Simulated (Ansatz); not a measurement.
**AlO2: density, localisation and related maps**

Input

```
crystal:
  lattice:
    - [4.0795943433, 0.0, 0.0]
    - [0.0, 4.0795943433, 0.0]
    - [0.0, 0.0, 4.0795943433]
  atoms:
    - { symbol: Al, position: [0.0, 0.0, 0.0] }
    - { symbol: Al, position: [0.5, 0.5, 0.5] }
    - { symbol: O, position: [0.25, 0.25, 0.25], spin: 0.46 }
    - { symbol: O, position: [0.25, 0.75, 0.75], spin: 0.46 }
    - { symbol: O, position: [0.75, 0.75, 0.25], spin: 0.46 }
    - { symbol: O, position: [0.75, 0.25, 0.75], spin: 0.46 }
basis:
  ecutwfc: 420
kpoints:
  mp_grid: { grid: [10, 10, 10] }
hamiltonian:
  xc: pbe
scf:
  occupations: { method: gaussian, width: 0.1 }
output:
  forces: true
  stress: true
  eigenvalues: true
  populations: true
  write_density: true
  write_potential: true
  elf: true
  volumetric_format: npy
magnetization:
  spin_polarized: true
relax:
  adjacent_minimum: "off"
  f_tol: 0.01
  max_steps: 80
  cell: { stress_tol: 0.05 }
```

Run with:

```sh
ansatz run input.yaml --threads 1 --pin off --max-ram 2560MiB --backend cpu --events-out ev --progress --plain --runs-dir out
```

Below, planes, directions and counts refer to the conventional cell (a = 4.08 Å, b = 4.08 Å, c = 4.08 Å, α = 90.00°, β = 90.00°, γ = 90.00°).

The fields are those of the relaxed geometry.

Space group Pn-3m; started from the cuprite_224 prototype, which need not be the ambient phase; spin-polarised.

The calculation used Ansatz, DFT PBE, scalar-relativistic, plane waves, PAW.

The density is the valence pseudo-density of a PAW calculation; it isn't the true density close to the nuclei.

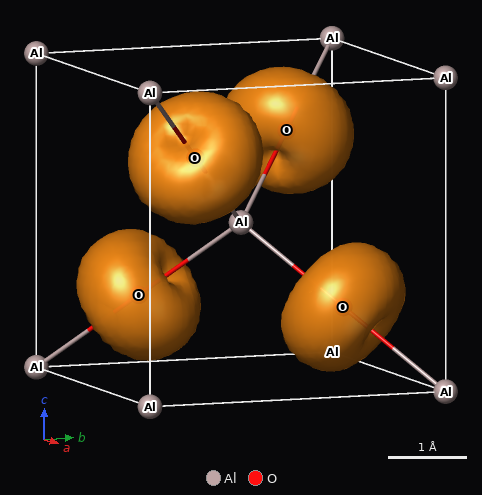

Figure 1. Isosurfaces of the spin density at +0.05 (orange) and −0.05 e/Å³ (purple), seen slightly off an axis. Sticks mark near contacts.

Q: Which atoms carry the moments, and with what signs?

A: The spin density sits on O: +0.4 μB (×4) in one cell of 6 atoms: parallel moments (a ferromagnetic arrangement) in this solution. The cell of the calculation (6 atoms) carries 2.0 μB of net spin moment. Only one sign reaches the isovalue.

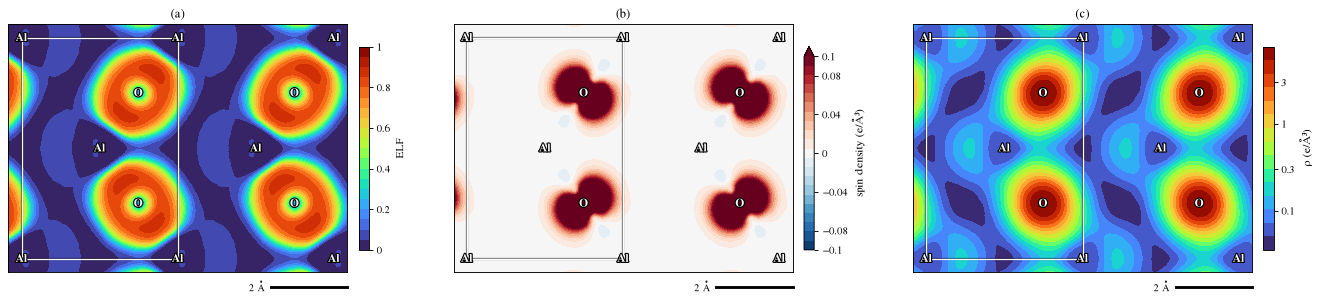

Figure 2. (a) ELF; (b) spin density (up minus down); (c) valence pseudo-density on the (011) plane of the conventional cell.

Q: Describe what can be read from this map.

A: The plane passes through Al and O nuclei. Al–O (1.77 Å): ρ at the midpoint is about 0.76 e/Å³; the ELF peaks at about 0.90 in the valence shell of O, 0.7 Å from its nucleus, and is about 0.85 at the midpoint. Between the atoms the lowest density in this plane is 0.04 e/Å³.

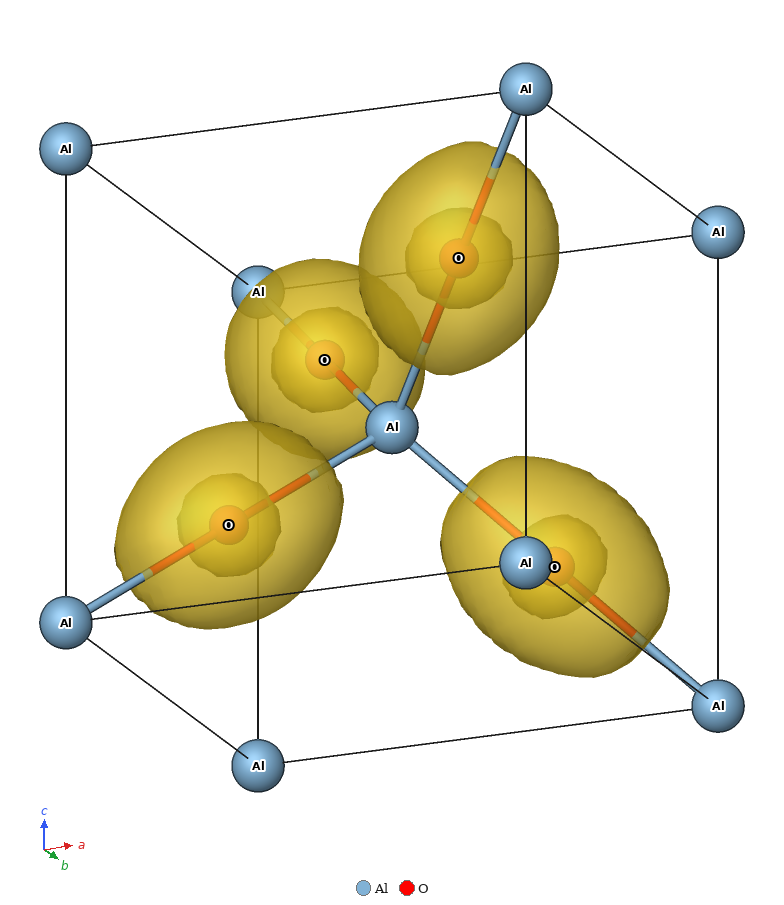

Figure 3. Isosurface of the electron localisation function at 0.75 (yellow), seen at an oblique angle. Core shells and regions of very low density are left out. Sticks mark near contacts.

Q: Identify the bonds, lone pairs and shells in this picture.

A: The surface consists of four regions on O in which the atom's valence shell and bonds are merged, counted in one cell of 6 atoms. Any copies at cell faces, edges or corners count once.

Q: Does the calculation make it a metal, or give it a gap?

A: It is metallic or semimetallic at this level of theory: no gap opens.
